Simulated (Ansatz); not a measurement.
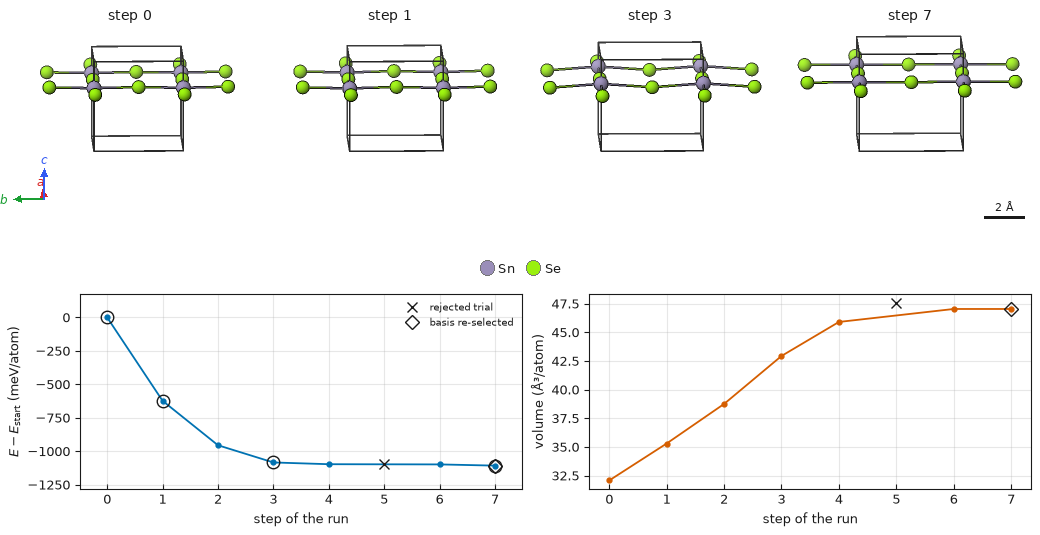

Frames of a relaxation of solid SnSe2 (a generated structure, set up in P4mm) (coarse preliminary run), marked on the history of the run. Style: ball-and-stick. Shown: the cell of the calculation, from a free direction.

Method: DFT PBE, scalar-relativistic, plane waves, PAW in Ansatz. (plane-wave cutoff 420 eV; k-point mesh 4 × 4 × 4; occupations gaussian; smearing width 0.1 eV; no spin polarisation; cell and atoms relaxed; force threshold 0.04 eV/Å; at most 70 steps)

Question: What happens along the run?

Answer: After 5 accepted moves (7 points after the start) the energy has fallen by 1107 meV per atom. The largest force component goes from 0.39 to 0.0056 eV/Å. Pressure: 28.28 GPa at the start and 0.31 GPa at the end. The line search rejected the trial step at point 5 of the run. At 1 point the geometry stayed and the basis and grid were re-selected for the new cell (energy shift of 9.1 meV per atom at most each time). The largest move relative to the cell is that of the Sn atom, 0.041 Å along +c. By element the largest moves are Sn 0.041 Å, Se 0.020 Å. The volume changes by +46.6 %, with a = b 4.558 → 5.303 Å (+16.3 %), c 4.632 → 5.019 Å (+8.4 %). Near-neighbour distances that change, for instance: Se–Se 3.223 → 3.750 Å, Se–Sn 2.280 → 2.651 Å. The space group stays P4mm (No. 99). From step 0 to 1: volume +10.0 %, energy −623 meV per atom. From step 1 to 3: the Sn atom moves most (0.17 Å), volume +21.6 %, energy −460 meV per atom. From step 3 to 7: the Sn atom moves most (0.13 Å), volume +9.6 %, energy −23.7 meV per atom.

| step | E − E(0), meV/atom | largest force component, eV/Å | pressure, GPa | volume, Å³/atom | note |
| --- | --- | --- | --- | --- | --- |
| 0 | 0.00 | 0.3870 | 28.28 | 32.081 |  |
| 1 | -622.82 | 0.2931 | 14.67 | 35.304 |  |
| 2 | -954.74 | 0.1724 | 6.91 | 38.756 |  |
| 3 | -1083.26 | 0.0179 | 1.59 | 42.941 |  |
| 4 | -1096.35 | 0.0471 | 0.09 | 45.910 |  |
| 5 | -1092.24 | 0.1405 | -0.52 | 47.595 | rejected |
| 6 | -1097.87 | 0.0055 | 0.00 | 47.042 |  |
| 7 | -1106.93 | 0.0056 | 0.31 | 47.042 | same geometry, new basis |

Limits of the set-up: layers or molecules are held without a dispersion correction, so their spacing is unreliable.
